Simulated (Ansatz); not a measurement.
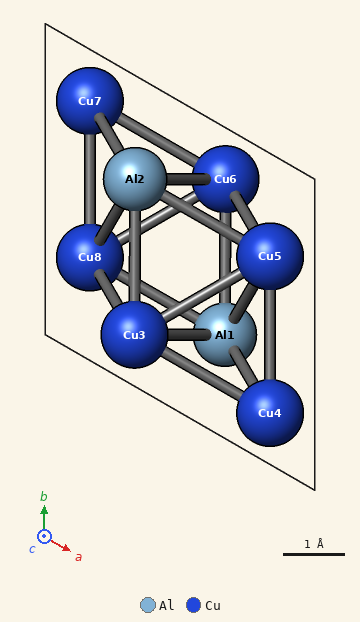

The input geometry (ball-and-stick view of the cell of the calculation, along the c axis; atoms are numbered from 1 in the order of the input). An atom can appear more than once, as a periodic image.

# Geometry relaxation, with input and output: AlCu3 (part 1 of 2)

System: AlCu3 (8 atoms in the cell).
Method: DFT PBEsol, scalar-relativistic, plane waves, PAW, no spin polarisation (Ansatz 0.2.0).

The structure derives from a Materials Project entry. Figures and captions count atoms from 1; the log counts them from 0 in places.

**Input file**
```yaml
crystal:
  lattice:
    - [5.137917364, 0.0, 0.0]
    - [-2.568958682, 4.4495669597, 0.0]
    - [0.0, 0.0, 4.20614006]
  atoms:
    - { symbol: Al, position: [0.66666667, 0.33333333, 0.25] }
    - { symbol: Al, position: [0.33333333, 0.66666667, 0.75] }
    - { symbol: Cu, position: [0.33106471, 0.16553236, 0.75] }
    - { symbol: Cu, position: [0.83446764, 0.16553236, 0.75] }
    - { symbol: Cu, position: [0.83446764, 0.66893529, 0.75] }
    - { symbol: Cu, position: [0.66893529, 0.83446764, 0.25] }
    - { symbol: Cu, position: [0.16553236, 0.83446764, 0.25] }
    - { symbol: Cu, position: [0.16553236, 0.33106471, 0.25] }
basis:
  ecutwfc: 420
kpoints:
  mp_grid: { grid: [12, 12, 8] }
hamiltonian:
  xc: pbesol
scf:
  occupations: { method: gaussian, width: 0.1 }
output:
  forces: true
  stress: true
  eigenvalues: true
  write_density: true
  write_potential: true
  elf: true
  volumetric_format: npy
relax:
  adjacent_minimum: "off"
  f_tol: 0.005
  max_steps: 80
  cell: { stress_tol: 0.05 }
```

Run as:
```bash
ansatz run input.yaml --threads 2 --pin off --max-ram 5120MiB --backend cpu --events-out ev --progress --plain --runs-dir out
```

**Output**
```
Engine: ansatz 0.2.0, x86_64-unknown-linux-gnu
Pseudopotentials: kind: paw
Pseudopotential: Al, paw, valence charge 3, recommended cutoff 420 eV (normal), Al.paw.azcp
Pseudopotential: Cu, paw, valence charge 19, recommended cutoff 420 eV (normal), Cu.paw.azcp
Functional definition: PBEsol
  exchange = pbesol_x
  correlation = pbesol_c
Crystal: 8 atoms, lattice volume = 96.159 Å³
Basis set: ecut = 420 eV, 1881 PW (Γ), exchange–correlation on 72×72×60 points (8 copies of the dense FFT grid, shifted against one another)
Bands: 72, of which v1, the nominal top of the filled ones, is band 60 counted from 1 (59 counted from 0)
Symmetry: 24 space group operations
Space group: P63/mmc (ITA 194), of the structure as read, at distance tolerance 4.6e-5 Å
k-points: 95 of 1152
Non-local potential: Al, projectors of the file, l = 0: 2, l = 1: 2, l = 2: 1
Non-local potential: Cu, projectors of the file, l = 0: 3, l = 1: 2, l = 2: 3, l = 3: 1
PAW form: soft (Blöchl's): semilocal exchange-correlation on the pseudo side does not see the compensation charge
PAW frozen core: Al, regenerated for the run's functional, and the local potential with it (the file was generated under x = pbe(κ = 0.804, μ = 0.2195149727645171), c = pbe(β = 0.06672455060314922))
PAW frozen core: Cu, regenerated for the run's functional, and the local potential with it (the file was generated under x = pbe(κ = 0.804, μ = 0.2195149727645171), c = pbe(β = 0.06672455060314922))
PAW one-centre angular grid: Al, 110 points (default); XC on 64 Gauss nodes
PAW one-centre angular grid: Cu, 590 points (default); XC on 64 Gauss nodes
Initial density: superposition of atomic densities (neutral atoms: chi_scale 0, normalization atom), corrected by the library's trained network
Initial wavefunctions: pseudopotential atomic-orbital guess
Functional: x = pbesol(κ = 0.804, μ = 0.12345679012345678), c = pbesol(β = 0.046)
SCF iter   1: F=—  HF=-40583.364783 eV  |F-HF|=—  |Δ(HF+E_count)|=         —  Δρ=1.52e-2  dr2=1.12e-1  ethr=1.77e-3  ⟨swp⟩=5.2  Hψ=24695  notcnv=0  defer=105
preconditioner: auto → Kerker (q_TF=auto, 2.831 Å⁻¹)  [metal: Δε(μ)=0.007 eV  Ē_g=8.795 eV  σ=0.100 eV  W_gap=0.04  n_scr=32 (ndim 8)  ℏωp=32.1 eV  f_vac=0.000  D(μ)=3.14/eV (n_scr^D=20)]
SCF iter   2: F=—  HF=-40583.339228 eV  |F-HF|=—  |Δ(HF+E_count)|=   2.56e-2  Δρ=1.33e-3  dr2=1.52e-3  ethr=9.30e-5  ⟨swp⟩=2.1  Hψ=11602  notcnv=0  defer=468
SCF iter   3: F=—  HF=-40583.338048 eV  |F-HF|=—  |Δ(HF+E_count)|=   1.18e-3  Δρ=1.64e-3  dr2=1.70e-3  ethr=1.27e-6  ⟨swp⟩=2.0  Hψ=11476  notcnv=0  defer=468
SCF iter   4: F=—  HF=-40583.337534 eV  |F-HF|=—  |Δ(HF+E_count)|=   5.15e-4  Δρ=5.76e-4  dr2=2.77e-4  ethr=1.27e-6  ⟨swp⟩=2.6  Hψ=9812  notcnv=0  defer=468
SCF iter   5: F=—  HF=-40583.337463 eV  |F-HF|=—  |Δ(HF+E_count)|=   7.08e-5  Δρ=1.55e-4  dr2=3.66e-5  ethr=2.31e-7  ⟨swp⟩=2.0  Hψ=9338  notcnv=0  defer=468
SCF iter   6: F=—  HF=-40583.337370 eV  |F-HF|=—  |Δ(HF+E_count)|=   9.24e-5  Δρ=3.32e-5  dr2=2.13e-6  ethr=3.05e-8  ⟨swp⟩=2.0  Hψ=9756  notcnv=0  defer=468
SCF iter   7: F=-40583.337369 eV  HF=-40583.337369 eV  |F-HF|=3.14e-8  |Δ(HF+E_count)|=   1.21e-6  Δρ=5.80e-6  dr2=3.76e-8  ethr=8.33e-11  ⟨swp⟩=10.8  Hψ=50173  notcnv=0
SCF 1 converged in 7 iterations: F = -40583.337369 eV  dr2 = 3.76e-8
  greatest PAW one-centre occupation: 1.000 electrons in one spin orbital (limit 2), on the Cu atom at site 5 (counted from 0), in its partial waves of l = 0
relax step   1: F+E_penalty+E_count = -40583.33736911 eV  Δ(F+E_penalty+E_count) = +0.000e0 eV  max|allowed force component| = 2.236e-2 eV/Å  Δτ_max = 0.0000 Å  P = -0.799 GPa  Ω = 96.159 Å³  (7 SCF iters, dr2 threshold 1.00e-7 eV, accepted)
Crystal: 8 atoms, lattice volume = 95.863 Å³
Initial density: handed on by an earlier stage of this run
Initial wavefunctions: those handed on with the density
iter 1 solved again at ethr=1.16e-6 eV; its pass at ethr=3.10e-3 eV (dr2=1.39e-3 eV) is discarded
SCF iter   1: F=—  HF=-40583.340167 eV  |F-HF|=—  |Δ(HF+E_count)|=         —  Δρ=1.38e-3  dr2=1.30e-3  ethr=1.16e-6  ⟨swp⟩=2.1  Hψ=26206  notcnv=0
preconditioner: auto → Kerker (q_TF=auto, 2.832 Å⁻¹)  [metal: Δε(μ)=0.008 eV  Ē_g=8.857 eV  σ=0.100 eV  W_gap=0.04  n_scr=32 (ndim 8)  ℏωp=32.2 eV  f_vac=0.001  D(μ)=3.14/eV (n_scr^D=20)]
SCF iter   2: F=—  HF=-40583.339969 eV  |F-HF|=—  |Δ(HF+E_count)|=   1.98e-4  Δρ=2.94e-4  dr2=9.56e-5  ethr=1.08e-6  ⟨swp⟩=2.0  Hψ=8880  notcnv=0
SCF iter   3: F=—  HF=-40583.339851 eV  |F-HF|=—  |Δ(HF+E_count)|=   1.18e-4  Δρ=2.45e-4  dr2=6.23e-5  ethr=7.97e-8  ⟨swp⟩=2.0  Hψ=9914  notcnv=0
SCF iter   4: F=—  HF=-40583.339840 eV  |F-HF|=—  |Δ(HF+E_count)|=   1.06e-5  Δρ=5.94e-5  dr2=2.79e-6  ethr=5.19e-8  ⟨swp⟩=2.5  Hψ=9688  notcnv=0
iter 5 did not close the SCF: its close was put off for the readings that it lacked (scf_convergence_deferred on its scf_iter line)
SCF iter   5: F=-40583.339841 eV  HF=-40583.339841 eV  |F-HF|=1.40e-7  |Δ(HF+E_count)|=   1.22e-6  Δρ=1.75e-5  dr2=2.98e-7  ethr=2.32e-9  ⟨swp⟩=2.0  Hψ=10155  notcnv=0
SCF iter   6: F=-40583.339841 eV  HF=-40583.339841 eV  |F-HF|=2.36e-8  |Δ(HF+E_count)|=   2.15e-8  Δρ=3.43e-6  dr2=2.04e-8  ethr=2.48e-10  ⟨swp⟩=5.8  Hψ=41388  notcnv=0
SCF 2 converged in 6 iterations: F = -40583.339841 eV  dr2 = 2.04e-8
  greatest PAW one-centre occupation: 1.000 electrons in one spin orbital (limit 2), on the Cu atom at site 7 (counted from 0), in its partial waves of l = 0
relax step   2: F+E_penalty+E_count = -40583.33984147 eV  Δ(F+E_penalty+E_count) = -2.472e-3 eV  max|allowed force component| = 1.556e-2 eV/Å  Δτ_max = 0.0006 Å  P = -0.342 GPa  Ω = 95.863 Å³  energy of the carried Pulay correction = +1.623e-4 eV  (6 SCF iters, dr2 threshold 8.00e-7 eV, accepted)
Crystal: 8 atoms, lattice volume = 95.637 Å³
Basis set: ecut = 420 eV, 1867 PW (Γ), exchange–correlation on 72×72×60 points (8 copies of the dense FFT grid, shifted against one another)
iter 1 solved again at ethr=7.08e-7 eV; its pass at ethr=3.10e-3 eV (dr2=8.50e-4 eV) is discarded
SCF iter   1: F=—  HF=-40583.341120 eV  |F-HF|=—  |Δ(HF+E_count)|=         —  Δρ=1.10e-3  dr2=7.86e-4  ethr=7.08e-7  ⟨swp⟩=2.0  Hψ=26466  notcnv=0
preconditioner: auto → Kerker (q_TF=auto, 2.833 Å⁻¹)  [metal: Δε(μ)=0.007 eV  Ē_g=8.888 eV  σ=0.100 eV  W_gap=0.04  n_scr=32 (ndim 8)  ℏωp=32.2 eV  f_vac=0.001  D(μ)=3.18/eV (n_scr^D=26)]
SCF iter   2: F=—  HF=-40583.340922 eV  |F-HF|=—  |Δ(HF+E_count)|=   1.98e-4  Δρ=3.01e-4  dr2=6.93e-5  ethr=6.55e-7  ⟨swp⟩=2.0  Hψ=8947  notcnv=0
SCF iter   3: F=—  HF=-40583.340894 eV  |F-HF|=—  |Δ(HF+E_count)|=   2.84e-5  Δρ=2.17e-4  dr2=4.05e-5  ethr=5.77e-8  ⟨swp⟩=2.0  Hψ=9966  notcnv=0
SCF iter   4: F=—  HF=-40583.340887 eV  |F-HF|=—  |Δ(HF+E_count)|=   6.83e-6  Δρ=5.11e-5  dr2=1.64e-6  ethr=3.37e-8  ⟨swp⟩=2.6  Hψ=9987  notcnv=0
iter 5 did not close the SCF: its close was put off for the readings that it lacked (scf_convergence_deferred on its scf_iter line)
SCF iter   5: F=-40583.340888 eV  HF=-40583.340888 eV  |F-HF|=2.58e-8  |Δ(HF+E_count)|=   6.37e-7  Δρ=1.10e-5  dr2=8.62e-8  ethr=1.36e-9  ⟨swp⟩=2.0  Hψ=10251  notcnv=0
SCF iter   6: F=-40583.340888 eV  HF=-40583.340888 eV  |F-HF|=7.90e-9  |Δ(HF+E_count)|=   5.24e-8  Δρ=2.79e-6  dr2=9.97e-9  ethr=7.18e-11  ⟨swp⟩=5.2  Hψ=40660  notcnv=0
SCF 3 converged in 6 iterations: F = -40583.340888 eV  dr2 = 9.97e-9
  greatest PAW one-centre occupation: 1.000 electrons in one spin orbital (limit 2), on the Cu atom at site 6 (counted from 0), in its partial waves of l = 0
relax step   3: F+E_penalty+E_count = -40583.34088774 eV  Δ(F+E_penalty+E_count) = -1.046e-3 eV  max|allowed force component| = 1.129e-3 eV/Å  Δτ_max = 0.0013 Å  P = +0.019 GPa  Ω = 95.637 Å³  energy of the carried Pulay correction = +2.868e-4 eV  (6 SCF iters, dr2 threshold 8.00e-7 eV, accepted)
Initial wavefunctions: pseudopotential atomic-orbital guess (no wavefunctions were taken with the density)
iter 1 solved again at ethr=2.23e-8 eV; its pass at ethr=3.10e-3 eV (dr2=2.68e-5 eV) is discarded
SCF iter   1: F=—  HF=-40583.340656 eV  |F-HF|=—  |Δ(HF+E_count)|=         —  Δρ=1.43e-5  dr2=3.03e-8  ethr=2.23e-8  ⟨swp⟩=3.0  Hψ=42154  notcnv=0
preconditioner: auto → Kerker (q_TF=auto, 2.833 Å⁻¹)  [metal: Δε(μ)=0.007 eV  Ē_g=8.894 eV  σ=0.100 eV  W_gap=0.04  n_scr=32 (ndim 8)  ℏωp=32.2 eV  f_vac=0.001  D(μ)=3.18/eV (n_scr^D=26)]
SCF iter   2: F=—  HF=-40583.340591 eV  |F-HF|=—  |Δ(HF+E_count)|=   6.52e-5  Δρ=1.05e-5  dr2=5.76e-8  ethr=2.52e-11  ⟨swp⟩=2.1  Hψ=12597  notcnv=0
SCF iter   3: F=—  HF=-40583.340591 eV  |F-HF|=—  |Δ(HF+E_count)|=   1.43e-9  Δρ=3.81e-6  dr2=8.97e-9  ethr=2.52e-11  ⟨swp⟩=2.1  Hψ=10215  notcnv=0
SCF iter   4: F=—  HF=-40583.340591 eV  |F-HF|=—  |Δ(HF+E_count)|=   3.02e-9  Δρ=5.04e-7  dr2=4.50e-10  ethr=7.47e-12  ⟨swp⟩=2.0  Hψ=10202  notcnv=0
SCF iter   5: F=—  HF=-40583.340591 eV  |F-HF|=—  |Δ(HF+E_count)|=  1.53e-10  Δρ=2.63e-7  dr2=1.06e-10  ethr=1.00e-12  ⟨swp⟩=2.7  Hψ=12150  notcnv=0
SCF iter   6: F=-40583.340591 eV  HF=-40583.340591 eV  |F-HF|=0.00e0  |Δ(HF+E_count)|=  3.64e-11  Δρ=8.03e-8  dr2=9.44e-12  ethr=1.00e-12  ⟨swp⟩=5.2  Hψ=28434  notcnv=0
SCF 4 converged in 6 iterations: F = -40583.340591 eV  dr2 = 9.44e-12
relax step   4: F+E_penalty+E_count = -40583.34059051 eV  Δ(F+E_penalty+E_count) = +2.972e-4 eV  max|allowed force component| = 1.119e-3 eV/Å  Δτ_max = 0.0000 Å  P = +0.020 GPa  Ω = 95.637 Å³  stress off target by 2.19e-2 GPa  SCF on the basis re-selected at this cell (its energy is not comparable with the rows above)  (6 SCF iters)
```

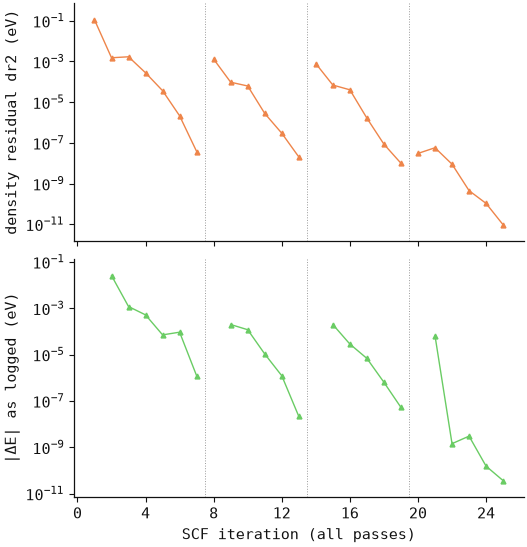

Convergence of the self-consistent field: density residual dr2 and size of the energy change against the SCF iteration. The dotted lines part the SCF passes of the relaxation: geometry steps, rejected trials and re-solves on a re-selected basis. The passes take 7, 6, 6 and 6 iterations.

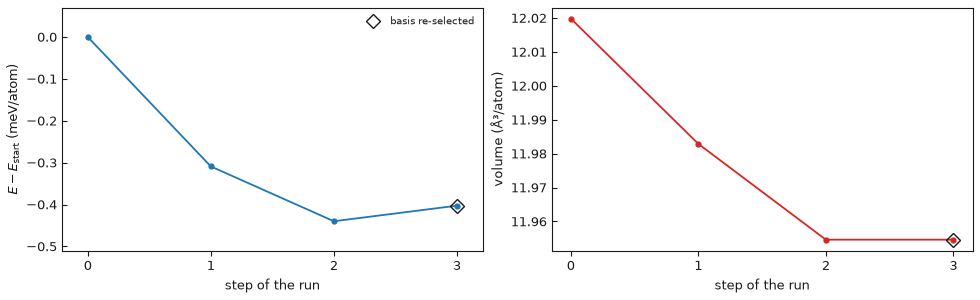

Progress of the relaxation, step by step (the first geometry is step 0 here and step 1 in the log).

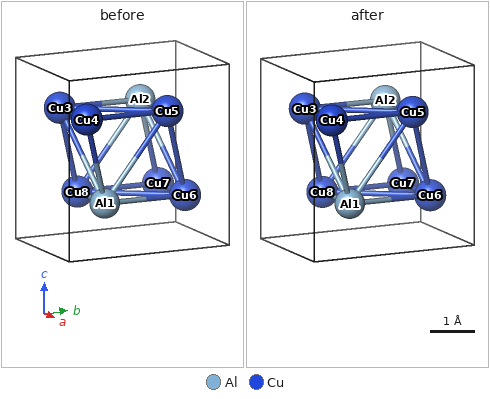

Before (left) and after (right) the relaxation, at one scale (ball-and-stick view of the cell of the calculation, seen slightly off an axis). After 2 geometry steps the energy has fallen by 0.4 meV per atom. The largest force component goes from 0.022 to 0.0011 eV/Å. The pressure goes from −0.80 to 0.02 GPa. No atom moves by more than 0.005 Å relative to the cell. Cell: a = b 5.138 → 5.141 Å (+0.1 %), c 4.206 → 4.179 Å (−0.7 %). Volume −0.5 %. Distances before and after: Cu3–Cu7 2.568 → 2.556 Å, Al1–Cu3 2.579 → 2.570 Å, Cu3–Cu4 2.586 → 2.591 Å. The space group stays P6_3/mmc (No. 194). A last SCF at the same geometry on a re-selected plane-wave basis shifts the energy by +0.0 meV per atom. (Atoms are counted from 1 in the order of the input.)

```
basis re-selected at this cell: Δ(F+E_penalty+E_count) = +2.972e-4 eV, ΔP = +0.002 GPa vs the last step (what re-selecting the basis moved, of the pressure what is left beyond the Pulay correction that the steps carried, after the strain that the cell walked since its last selection, with what the two solves' SCF thresholds leave and, on support functions, any second-order correction that the steps lacked; it is no measure of the basis error at this ecutwfc). This SCF's stress stands 2.19e-2 GPa from its target on what of the cell is left free (relax.cell.stress_tol is 5.00e-2 GPa) and its largest allowed force component is 1.12e-3 eV/Å (relax.f_tol is 5.00e-3 eV/Å): within both
SCF converged after 6 iterations
Free energy (F): -40583.340591 eV
Harris-Foulkes:  -40583.340591 eV  (|F-HF|=0.00e0)
Internal energy: -40583.324681 eV  (E = F + TS)
E sigma→0 (E₀):  -40583.332636 eV
Entropy (-TS):   -0.015909 eV (-1.989 meV/atom)
Fermi energy:    15.461714 eV
--- Per-component energies (eV) ---
  E_band       = -2302.581680
  E_kinetic    = 1853.005264
  E_local      = -27929.869938  (includes V_loc(G=0)·N_el)
  E_nonlocal   = 2358.796060
  E_hartree    = 12430.372572
  E_xc         = -618.576268
  E_vxc        = -758.096315  (∫ρ·V_xc dr)
  E_paw        = -10658.347283  (= ΣΔE_a)
  E_vpaw       = -2687.163795  (= ΣTr[D̂ρ^β])
  E_aug_tail   = 0.001531  (compensation charges beyond the density's cutoff)
  E_ewald      = -18019.982112
  E_core_change = 1.275491  (= ΣΔE_core)
  E_smearing   = -0.015909  (= −TS)
  E_closure    = -0.000000  (closes the sum)
  Σ components = -40583.340591   (vs F -40583.340591, Δ=0.00e0)
```
